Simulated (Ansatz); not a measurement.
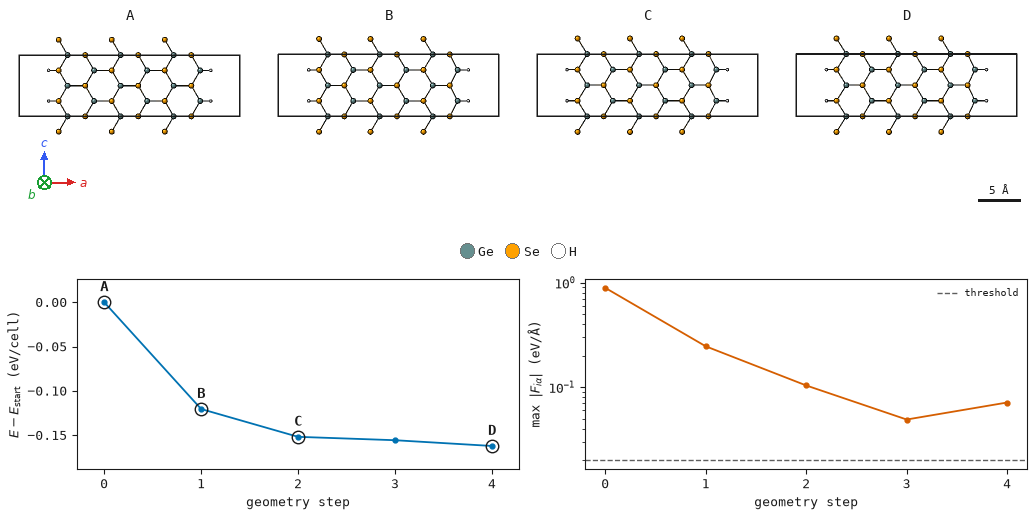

Frames of a relaxation of a wire of composition Ge3HSe3, marked on the history of the run. Style: ball-and-stick. Shown: the 2 repeat of the cell, with the vacuum cut short, along the b axis.

Case: zigzag ribbon, 6 formula units a period, edges capped with H, edge spins opposed.

All numbers below come from DFT PBE, scalar-relativistic, plane waves, PAW (Ansatz). Settings: plane-wave cutoff 420 eV; k-point mesh 1 × 1 × 15; occupations gaussian; smearing width 0.05 eV; collinear spin; cell relaxed at fixed a, b, alpha, beta, gamma; force threshold 0.02 eV/Å; at most 45 steps.

### Describe the path.

The run was cut off at its time limit before the relaxation converged, so the last structure is only a point on the way. A Ge atom moves most relative to the centre of the atoms: 0.29 Å. Largest moves by element: Ge 0.29 Å, H 0.24 Å, Se 0.12 Å. Along the periodic axis the drawn cell goes c 7.339 → 7.467 Å (+1.7 %). Among the contacts that change: Ge–Se 2.563 → 2.490 Å, Ge–H 1.540 → 1.604 Å, Ge–Se 2.563 → 2.622 Å, Ge–Se 2.563 → 2.582 Å. Among the angles between lasting bonds that change: Ge–Se–Ge 91.4° → 86.7°, Ge–Se–Ge 91.4° → 89.2°, Se–Ge–H 91.4° → 89.4°. After 4 geometry steps the energy has fallen by 0.162 eV per cell of the calculation. Largest force component: 0.89 eV/Å at the start, 0.071 eV/Å at the end. The program noted that the starting moments weren't kept. The run took 15 min on 4 threads of Intel(R) Xeon(R) Platinum 8259CL CPU @ 2.50GHz (Skylake/Cascade Lake), with other jobs on the host, peak memory 3.4 GiB. From step 0 to 1: a Ge atom moves most (0.19 Å), energy −0.120 eV per cell of the calculation. From step 1 to 2: an H atom moves most (0.09 Å), energy −31.4 meV per cell of the calculation. From step 2 to 4: an H atom moves most (0.13 Å), energy −10.3 meV per cell of the calculation.
